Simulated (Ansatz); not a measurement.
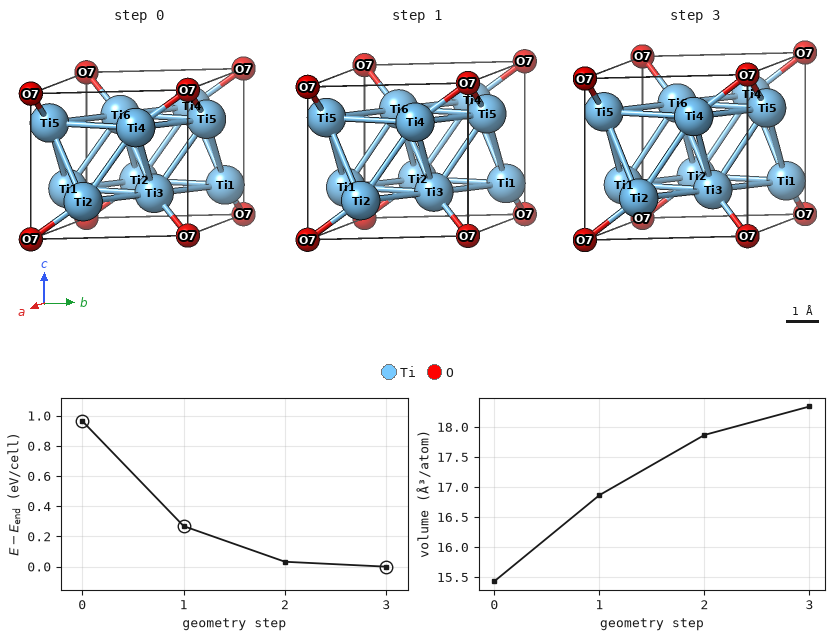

Frames of a relaxation of crystalline Ti6O (set up in P-31m) (coarse preliminary run), marked on the history of the run. The picture is a ball-and-stick view of the cell of the calculation, seen slightly off an axis.

These are results of DFT r2SCAN+U, scalar-relativistic, plane waves, PAW in Ansatz, not measurements. (plane-wave cutoff 500 eV; k-point mesh 6 × 6 × 4; occupations gaussian; smearing width 0.1 eV; U Ti 4.0 eV; collinear spin; cell and atoms relaxed; force threshold 0.05 eV/Å; at most 80 steps)

Q: Describe the path.

A: The run was cut off at its time limit before the relaxation converged, so the last structure is only a point on the way. The largest moves relative to the cell, 0.013 Å, are those of Ti1, Ti2, Ti3, Ti4, Ti5 and Ti6. Ti5 goes along [3 0 −2]. O stays in place. Cell: a = b 5.130 → 5.310 Å (+3.5 %), c 4.740 → 5.257 Å (+10.9 %). Volume +18.9 %. Some distances before and after: Ti1–Ti5 2.925 → 3.195 Å, Ti1–Ti4 2.921 → 3.174 Å, Ti1–Ti4 (another image) 2.921 → 3.150 Å, Ti1–O7 2.079 → 2.199 Å. Among the angles between lasting bonds that change: Ti1–O7–Ti4 89.3° → 92.4°, Ti1–O7–Ti2 90.7° → 87.6°. The space group stays P-31m (No. 162). The energy falls by 0.965 eV per cell of the calculation in 3 geometry steps. Largest force component: 0.39 eV/Å at the start, 0.2 eV/Å at the end. The pressure goes from 15.38 to 0.37 GPa. Cost: 4.3 min on 2 threads of AMD EPYC 7R43 64-Core Processor (Zen 3), on a shared host, peak memory 1 GiB. From step 0 to 1: Ti atoms move most (0.02 Å), volume +9.3 %, energy −0.696 eV per cell of the calculation. From step 1 to 3: Ti atoms move most (0.02 Å), volume +8.8 %, energy −0.269 eV per cell of the calculation.

```csv
step,"E − E(0), meV/atom","largest force component, eV/Å","pressure, GPa","volume, Å³/atom"
0,0.00,0.3906,15.38,15.433
1,-99.46,0.4114,6.12,16.866
2,-133.21,0.1064,1.70,17.869
3,-137.86,0.2014,0.37,18.342
```
